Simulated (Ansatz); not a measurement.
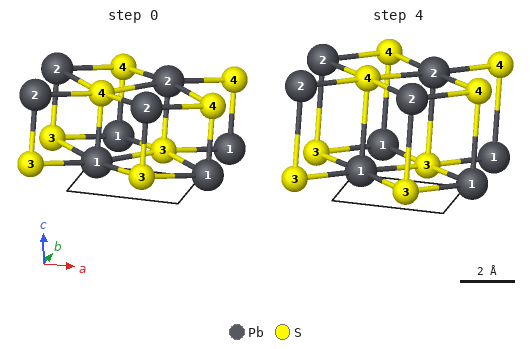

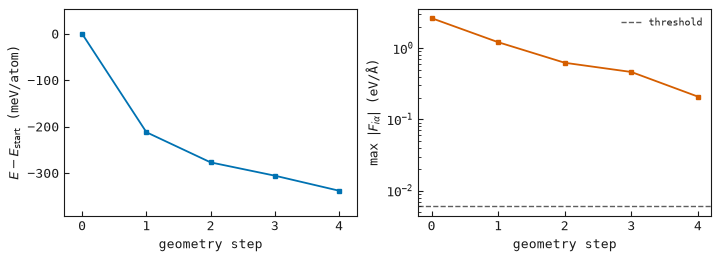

First and last geometry of a relaxation of crystalline PbS (set up in C2/m) (coarse preliminary run), with the history of the run. Style: ball-and-stick. Shown: the cell of the calculation, outlined in the plane, without the vacuum, slightly off an axis.

Case: as before, with the keys of group typo set back to the reference's.

All numbers below come from DFT PBE, scalar-relativistic, plane waves, PAW in Ansatz.

The input:
```yaml
crystal:
  lattice:
    - [2.9838607981, -2.98289387, 0.0]
    - [2.9838607981, 2.98289387, 0.0]
    - [-1.0986781904, 0.0, 11.1678408944]
  atoms:
    - { symbol: Pb, position: [0.22636538, 0.22636538, 0.37221101] }
    - { symbol: Pb, position: [0.77363462, 0.77363462, 0.62778899] }
    - { symbol: S, position: [0.72951205, 0.72951205, 0.38973238] }
    - { symbol: S, position: [0.27048795, 0.27048795, 0.61026762] }
basis:
  ecutwfc: 420
kpoints:
  mp_grid: { grid: [1, 1, 1] }
hamiltonian:
  xc: pbe
  dispersion: none
scf:
  occupations: { method: fixed }
  eigensolver: { real_solve: false }
  max_iter: 70
output:
  forces: true
  stress: true
  eigenvalues: true
relax:
  adjacent_minimum: "off"
  f_tol: 0.006
  max_steps: 5
```

Launched with:
```bash
ansatz run input.yaml --threads 1 --pin off --max-ram 1331MiB --backend cpu --events-out ev --progress --plain --runs-dir out
```

Did the run converge, and what did it change?

Answer. The relaxation stopped without meeting its thresholds, so the last structure isn't shown to be converged. It used up its limit of 5 steps. The largest moves relative to the layer's centre, 0.57 Å, are those of S3 and S4. S3 goes along the normal (−c). Largest moves by element: S 0.57 Å, Pb 0.33 Å. The cell stays as it was. Near-neighbour distances that change, for instance: Pb1–S4 2.659 → 3.566 Å, Pb1–S3 2.989 → 2.983 Å. Bond angles that change, for instance: Pb1–S3–Pb1 172.5° → 178.4°, S3–Pb1–S3 172.5° → 178.4°. The space group stays C2/m (No. 12). After 4 geometry steps the energy has fallen by 338 meV per atom. Largest force component: 2.6 eV/Å at the start, 0.21 eV/Å at the end.
